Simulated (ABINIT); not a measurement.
Phonon calculation, with input and output: Cu (part 3 of 3)

The same run, continued: Cu (3 atoms in the cell); Kohn-Sham DFT of a periodic cell, LDA, HGH LDA, no spin polarisation (ABINIT 10.8.3); cutoff 380.96 eV, 10×10×10 k-mesh, methfessel-paxton of 0.1 eV. The structure was built on a prototype by a generator; it need not be a known phase.

Geometry of the input (Å; fractional positions):
```
0.0000  2.7805  2.7805
2.7805  0.0000  2.7805
2.7805  2.7805  0.0000
Cu 0.2474  0.2494  0.2527
Cu 0.7451  0.7569  0.7498
Cu 0.4939  0.5006  0.5023
```

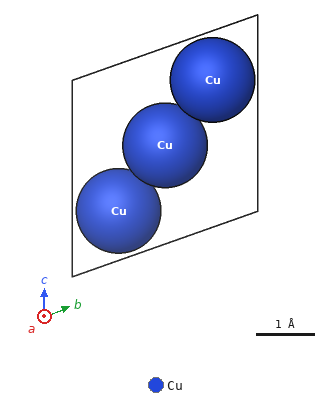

Figure 1. The input geometry (spheres-only view of the cell of the calculation, along the a axis). An atom can appear more than once, as a periodic image.

## The program's output, continued
```
 2DEtotal=    0.1266361855E+01 Ha. Also 2DEtotal=    0.344594615607E+02 eV
    (2DErelax=   -1.1647268118E+01 Ha. 2DEnonrelax=    1.2913629973E+01 Ha)
    (  non-var. 2DEtotal :    1.2663619453E+00 Ha)

================================================================================

 ---- first-order wavefunction calculations are completed ----

 ==> Compute Derivative Database <==

  Dynamical matrix, in cartesian coordinates,
   if specified in the inputs, asr has been imposed
     j1       j2             matrix element
  dir pert dir pert     real part    imaginary part

   1    1   1    1        -0.0031291334        -0.0000000000
   1    1   2    1         0.0001556350        -0.0000000000
   1    1   3    1         0.0003804549         0.0000000000
   1    1   1    2         0.0148214302         0.0000000000
   1    1   2    2         0.0000464232         0.0000000000
   1    1   3    2        -0.0000473394        -0.0000000000
   1    1   1    3        -0.0116922969         0.0000000000
   1    1   2    3        -0.0002020583         0.0000000000
   1    1   3    3        -0.0003331155        -0.0000000000

   2    1   1    1         0.0001556610        -0.0000000000
   2    1   2    1        -0.0031039849         0.0000000000
   2    1   3    1        -0.0001039049        -0.0000000000
   2    1   1    2         0.0000497030         0.0000000000
   2    1   2    2         0.0147962908        -0.0000000000
   2    1   3    2         0.0000455507         0.0000000000
   2    1   1    3        -0.0002053640         0.0000000000
   2    1   2    3        -0.0116923058        -0.0000000000
   2    1   3    3         0.0000583541         0.0000000000

   3    1   1    1         0.0003804149         0.0000000000
   3    1   2    1        -0.0001039483        -0.0000000000
   3    1   3    1        -0.0031023197        -0.0000000000
   3    1   1    2        -0.0000436259        -0.0000000000
   3    1   2    2         0.0000378441         0.0000000000
   3    1   3    2         0.0147843461        -0.0000000000
   3    1   1    3        -0.0003367890        -0.0000000000
   3    1   2    3         0.0000661042         0.0000000000
   3    1   3    3        -0.0116820264         0.0000000000

   1    2   1    1         0.0148214304        -0.0000000000
   1    2   2    1         0.0000497032        -0.0000000000
   1    2   3    1        -0.0000436258         0.0000000000
   1    2   1    2        -0.0031148205         0.0000000000
   1    2   2    2        -0.0007169456        -0.0000000000
   1    2   3    2         0.0001764981        -0.0000000000
   1    2   1    3        -0.0117066098        -0.0000000000
   1    2   2    3         0.0006672424         0.0000000000
   1    2   3    3        -0.0001328723         0.0000000000

   2    2   1    1         0.0000464232        -0.0000000000
   2    2   2    1         0.0147962908         0.0000000000
   2    2   3    1         0.0000378439        -0.0000000000
   2    2   1    2        -0.0007169451        -0.0000000000
   2    2   2    2        -0.0030896997         0.0000000000
   2    2   3    2        -0.0003890656         0.0000000000
   2    2   1    3         0.0006705219         0.0000000000
   2    2   2    3        -0.0117065911        -0.0000000000
   2    2   3    3         0.0003512217         0.0000000000

   3    2   1    1        -0.0000473393         0.0000000000
   3    2   2    1         0.0000455508        -0.0000000000
   3    2   3    1         0.0147843462         0.0000000000
   3    2   1    2         0.0001765144        -0.0000000000
   3    2   2    2        -0.0003890553         0.0000000000
   3    2   3    2        -0.0030883120        -0.0000000000
   3    2   1    3        -0.0001291750         0.0000000000
   3    2   2    3         0.0003435044         0.0000000000
   3    2   3    3        -0.0116960342         0.0000000000

   1    3   1    1        -0.0116922984        -0.0000000000
   1    3   2    1        -0.0002053648        -0.0000000000
   1    3   3    1        -0.0003367884         0.0000000000
   1    3   1    2        -0.0117066113         0.0000000000
   1    3   2    2         0.0006705210        -0.0000000000
   1    3   3    2        -0.0001291740        -0.0000000000
   1    3   1    3         0.0233989098        -0.0000000000
   1    3   2    3        -0.0004651562         0.0000000000
   1    3   3    3         0.0004659624        -0.0000000000

   2    3   1    1        -0.0002020588        -0.0000000000
   2    3   2    1        -0.0116923077         0.0000000000
   2    3   3    1         0.0000661038        -0.0000000000
   2    3   1    2         0.0006672420        -0.0000000000
   2    3   2    2        -0.0117065931         0.0000000000
   2    3   3    2         0.0003435041        -0.0000000000
   2    3   1    3        -0.0004651831         0.0000000000
   2    3   2    3         0.0233989008        -0.0000000000
   2    3   3    3        -0.0004096079         0.0000000000

   3    3   1    1        -0.0003331149         0.0000000000
   3    3   2    1         0.0000583535        -0.0000000000
   3    3   3    1        -0.0116820280        -0.0000000000
   3    3   1    2        -0.0001328713        -0.0000000000
   3    3   2    2         0.0003512208        -0.0000000000
   3    3   3    2        -0.0116960356        -0.0000000000
   3    3   1    3         0.0004659861        -0.0000000000
   3    3   2    3        -0.0004095743         0.0000000000
   3    3   3    3         0.0233780635         0.0000000000

  Phonon wavevector (reduced coordinates) :  0.00000  0.00000  0.00000
 Phonon energies in Hartree :
  -3.971664E-04 -3.961878E-04 -3.863046E-04  0.000000E+00  0.000000E+00
   0.000000E+00  5.447141E-04  5.455785E-04  5.608637E-04
 Phonon frequencies in cm-1    :
  -8.716796E+01 -8.695316E+01 -8.478406E+01  0.000000E+00  0.000000E+00
   0.000000E+00  1.195509E+02  1.197406E+02  1.230953E+02

== END DATASET(S) ==============================================================
================================================================================

 -outvars: echo values of variables after computation  --------
            acell      7.4309540166E+00  7.4309540166E+00  7.4309540166E+00 Bohr
           etotal1    -1.4236756561E+00
           etotal2     1.2663618549E+00
            fcart1    -3.1845289313E-04  1.6186836036E-04 -5.4845250187E-04
                       1.2154019425E-04 -3.0605758873E-04 -5.7806283341E-05
                       1.9691269888E-04  1.4418922837E-04  6.0625878521E-04
            fcart2     0.0000000000E+00  0.0000000000E+00  0.0000000000E+00
                       0.0000000000E+00  0.0000000000E+00  0.0000000000E+00
                       0.0000000000E+00  0.0000000000E+00  0.0000000000E+00
            rprim      0.0000000000E+00  7.0710678120E-01  7.0710678120E-01
                       7.0710678120E-01  0.0000000000E+00  7.0710678120E-01
                       7.0710678120E-01  7.0710678120E-01  0.0000000000E+00
           strten1     1.6382633230E-03  1.6382617251E-03  1.6382925102E-03
                      -2.3798388113E-06  2.4789728245E-06 -2.6356281768E-06
           strten2     0.0000000000E+00  0.0000000000E+00  0.0000000000E+00
                       0.0000000000E+00  0.0000000000E+00  0.0000000000E+00
           xangst      1.3961085930E+00  1.3904501737E+00  1.3814801194E+00
                       4.1895853681E+00  4.1568944418E+00  4.1765390275E+00
                       2.7885885682E+00  2.7700812274E+00  2.7653070231E+00
             xred      2.4740100000E-01  2.4943600000E-01  2.5266200000E-01
                       7.4514900000E-01  7.5690600000E-01  7.4984100000E-01
                       4.9393100000E-01  5.0058700000E-01  5.0230400000E-01
 Calculation completed.
```

## Summary

```csv
quantity,value
outcome,converged
space group (tolerance 0.01 Å),P1 (1)
electrons treated,3
free energy,−38.7402 eV
Fermi energy,−4.287 eV
gap on the k-point mesh,none (metallic)
pressure,−48.20 GPa
largest force (length of the vector),0.034 eV/Å
wall time,15 min
peak memory,0.24 GiB
```

## Remarks

Points of doubt noted for this run: atoms not at rest. The cell is under a tension of 48 GPa at this level, so it is not at its equilibrium volume.
